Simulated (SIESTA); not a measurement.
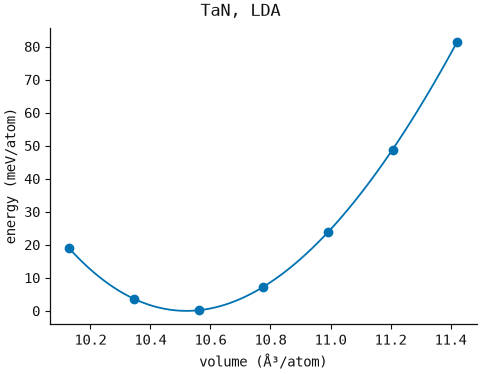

Plotted: energy against volume for TaN, space group P-6m2 (No. 187).

Structure:
```cif
data_structure
_symmetry_space_group_name_H-M 'P 1'
_symmetry_Int_Tables_number 1
_cell_length_a 2.9380
_cell_length_b 2.9380
_cell_length_c 2.8830
_cell_angle_alpha 90.000
_cell_angle_beta 90.000
_cell_angle_gamma 120.000
_cell_volume 21.55
loop_
_atom_site_label
_atom_site_type_symbol
_atom_site_fract_x
_atom_site_fract_y
_atom_site_fract_z
_atom_site_occupancy
Ta1 Ta 0.00000 0.00000 0.50000 1
N1 N 0.66667 0.33333 0.00000 1
```

How it was computed, with SIESTA 5.4.2: DFT in numerical atomic orbitals with pseudopotentials, no spin polarisation; energies at scaled volumes of the given cell, shape and fractions fixed, counted from the fit's minimum, third-order Birch-Murnaghan fit. Level: LDA.

k mesh 10×10×9; occupations Fermi–Dirac; smearing width 0.05 eV; potentials PseudoDojo 0.4 standard, converted to PSML, two zetas on semicore shells; program settings basis DZP, mesh cutoff 800 Ry.

From this curve and the settings, what does the calculation give for the pressure at the same points?

The pressure falls from 16.09 GPa at volume 10.13 Å³/atom to −26.86 GPa at 11.42 Å³/atom, and changes sign near 10.52 Å³/atom.

```tsv
volume (Å³/atom)	pressure (GPa)
10.13	16.09
10.34	6.83
10.56	-1.44
10.78	-8.88
10.99	-15.57
11.21	-21.54
11.42	-26.86
```

Caveats: mulliken charges of long orbitals; short basis over semicore shells; shape and atomic fractions are frozen while scaling, which makes layered, chain and framework solids too stiff.
